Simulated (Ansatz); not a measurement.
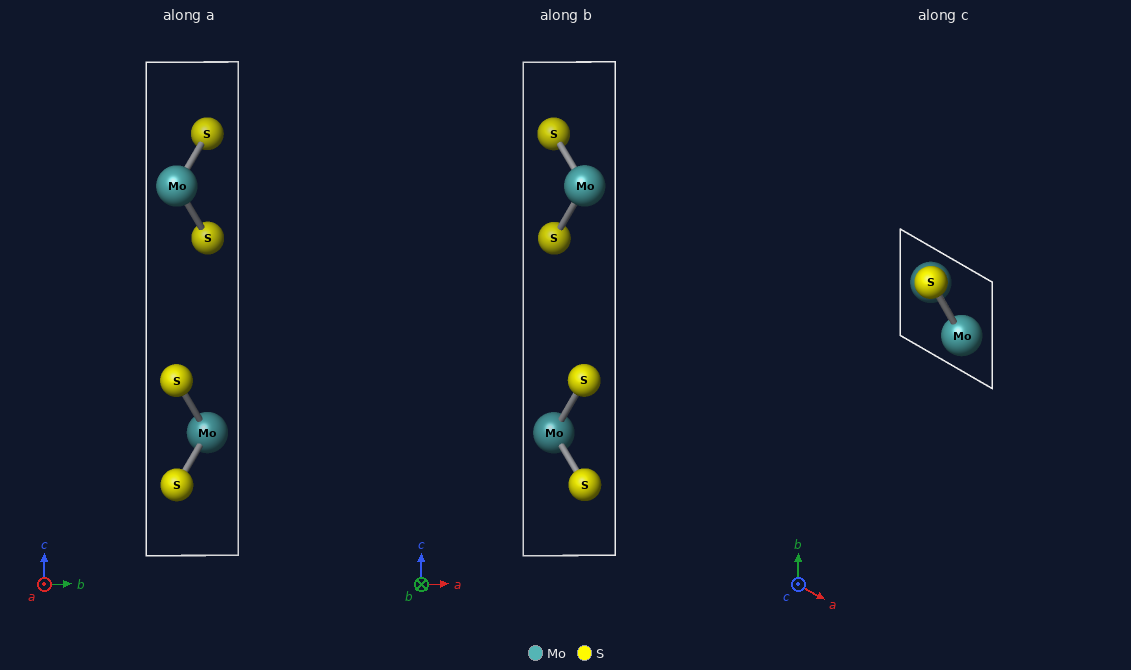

View along the a axis, along the b axis and along the c axis, drawn as a ball-and-stick model. Atoms at the boundary of the unit cell (the box) are drawn once for each face, edge or corner they touch.

Cell constants: a = 3.18 Å, b = 3.19 Å, c = 14.78 Å, α = 89.95°, β = 89.71°, γ = 120.01°.

Treated as bonds: Mo–S up to 3.04 Å (cut-off distances).

Work out the formula from the picture.

Answer. MoS2. The cell holds 2 Mo, 4 S, counting shared atoms by their share.

Describe the bonded network.

Answer. The bonds build MoS2 layers parallel to (001).

What is the undistorted parent?

Answer. Strictly the space group is C2/m (No. 12, within 0.01 Å). It is a distorted form of a primitive hexagonal structure, space group P6_3/mmc (No. 194) within 0.25 Å: 2H molybdenite (MoS₂) type.

Origin of the cell: a known structure type with the cell strained and the atoms shaken on purpose. The structure drawn was relaxed with DFT, PAW plane waves, PBE in Ansatz.
